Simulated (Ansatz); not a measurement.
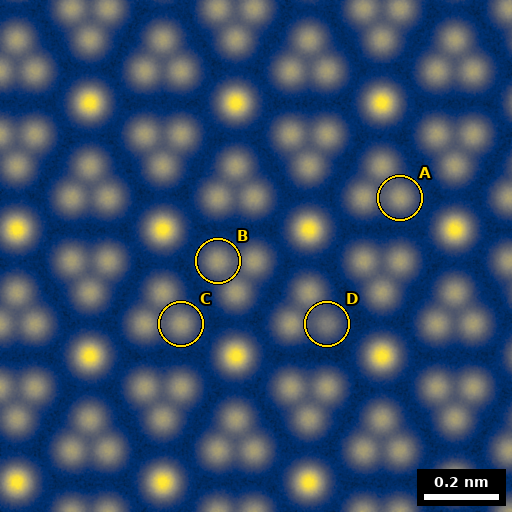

Dark-field STEM-like image of Ir (Pm-3n, No. 223) along [111]. Simulated incoherent Z contrast: every atom adds Z^1.7 spread by a probe of 0.60 Å full width; channelling and multiple scattering are left out. The probe carries 25 % of its weight in a tail 2.5 times as wide. The display is stretched by a gamma of 0.65; percentages refer to the linear signal. Shot noise was added.

The sample is 3 repeats (25.4 Å) thick. One point defect was put into the perfect crystal, without relaxing the atoms around it. Brightness is counted from the darkest point of the image. Host structure: coordinates from a relaxation with Ansatz 0.2.0, DFT, PBEsol, plane waves (420 eV) with PAW, scalar-relativistic; the starting structure was generated, so it need not be a known form of this composition.

Q: Which ringed column holds the defect, and does it scatter more or less than its equals?

D; it scatters less. The column holds 3 atoms (Ir) through the sample, and one Ir atom is missing, so its peak drops to about 65 % of that of its equals.
